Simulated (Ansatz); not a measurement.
**PtS$_{2}$: density, localisation and related maps**

```yaml
crystal:
  lattice:
    - [3.42363, 0.00000, 0.00000]
    - [-1.71181, 2.96495, 0.00000]
    - [0.00000, 0.00000, 10.39833]
  atoms:
    - { symbol: Pt, position: [0.33333, 0.66667, 0.25000] }
    - { symbol: Pt, position: [0.66667, 0.33333, 0.75000] }
    - { symbol: S, position: [0.66667, 0.33333, 0.38591] }
    - { symbol: S, position: [0.66667, 0.33333, 0.11409] }
    - { symbol: S, position: [0.33333, 0.66667, 0.88591] }
    - { symbol: S, position: [0.33333, 0.66667, 0.61409] }
```

Space group P6₃/mmc; started from the 2H (MoS2) bulk prototype, which need not be the ambient phase.

Computed with Ansatz 0.2.0, DFT, PBEsol, plane waves, PAW.

The density is the valence pseudo-density of a PAW calculation; it isn't the true density close to the nuclei.

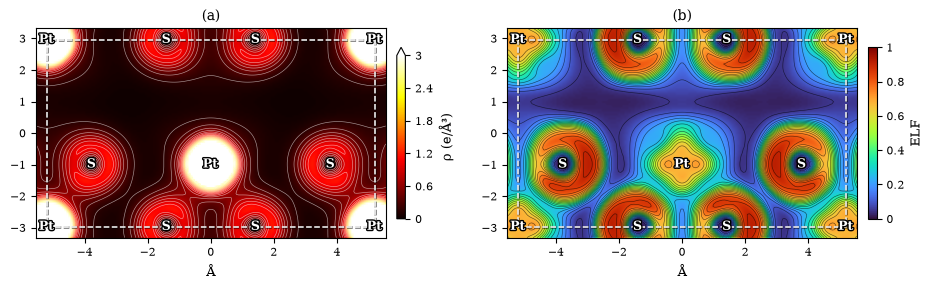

Figure 1. (a) valence electron density; (b) electron localisation function on the (110) plane of the conventional cell.

Q: Describe what can be read from this map.

A: The section cuts through Pt and S sites. Pt–S (2.43 Å): ρ is about 0.61 e/Å³ halfway; the ELF peaks at about 0.85 in the valence shell of S, 0.8 Å from its nucleus, and is about 0.40 at the midpoint. Between the atoms the lowest density in this plane is 0.03 e/Å³. The features right at Pt lie inside the PAW spheres, where the map follows smoothed inner orbitals and isn't to be read closely.

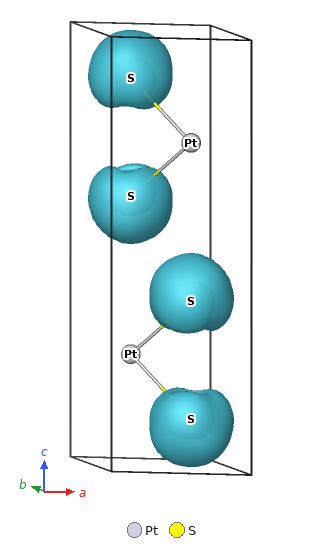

Figure 2. Isosurface of the electron localisation function at 0.75 (cyan), seen slightly off an axis. Only the valence region is drawn (cores and ρ < 0.01 e/Å³ removed). Sticks mark near contacts.

Q: Identify the bonds, lone pairs and shells in this picture.

A: The surface consists of four regions wrapped around S (the valence shell of each), counted in one cell of 6 atoms. Any copies at cell faces, edges or corners count once.
